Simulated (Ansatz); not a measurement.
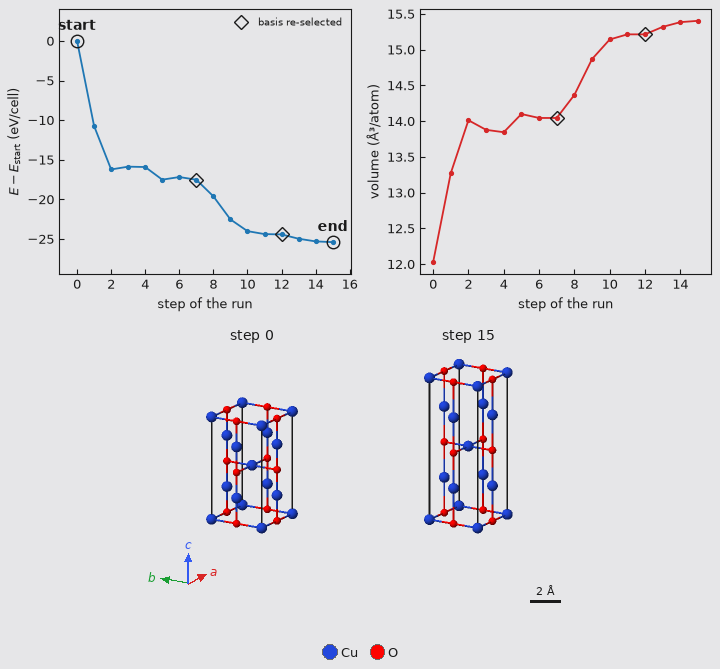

First and last geometry of a relaxation of crystalline Cu3O2 (set up in I4/mmm) (cell charge −6), with the history of the run. The picture is a ball-and-stick view of the conventional cell (2 times the calculation's cell), seen from a free direction. Lengths and directions refer to the drawn axes.

The run lets cell and atoms move.

Level of theory: Kohn-Sham DFT of a periodic cell, PBEsol, Ansatz PAW (Ansatz).

The input:
```yaml
crystal:
  lattice:
    - [-2.022982, 2.022982, 3.673617]
    - [2.022982, -2.022982, 3.673617]
    - [2.022982, 2.022982, -3.673617]
  atoms:
    - { symbol: Cu, position: [0.0, 0.0, 0.0] }
    - { symbol: Cu, position: [0.75, 0.25, 0.5] }
    - { symbol: Cu, position: [0.25, 0.75, 0.5] }
    - { symbol: O, position: [0.5, 0.0, 0.5] }
    - { symbol: O, position: [0.0, 0.5, 0.5] }
hamiltonian:
  xc: pbesol
  pseudopotentials: { kind: paw }
kpoints:
  mp_grid: { grid: [9, 9, 9] }
scf:
  occupations: { method: fermi_dirac, width: 0.05 }
  max_iter: 80
output:
  forces: true
  stress: true
  eigenvalues: true
relax:
  f_tol: 0.01
  max_steps: 40
  cell: { stress_tol: 0.05 }
total_charge: -6
```

Launched with:
```bash
ansatz run input.yaml --threads 2 --pin off --max-ram 5632MiB --backend cpu --events-out ev --progress --plain --runs-dir out
```

### Read the history and describe the run.

The run was cut off at its time limit before the relaxation converged, so the last structure is only a point on the way. The input was poor on purpose: a charge that the system can't hold. The atoms keep their places relative to the cell (all moves are under 0.005 Å). Cell: a = b 4.046 → 3.891 Å (−3.8 %), c 7.347 → 10.174 Å (+38.5 %). Volume +28.1 %. Among the contacts that change: Cu–O 1.837 → 2.543 Å, Cu–O 2.023 → 1.946 Å. The space group stays I4/mmm (No. 139). Over 13 accepted moves (15 points after the start) the energy falls by 25.392 eV per cell of the calculation. All forces vanish by symmetry, so only the cell relaxes. Pressure: 38.98 GPa at the start and −0.01 GPa at the end. At 2 points the geometry stayed and the basis and grid were re-selected for the new cell (energy shift of 0.340 eV per cell of the calculation at most each time).

Limits of the set-up: the cell is charged, on a uniform background, and energies carry no finite-size correction.
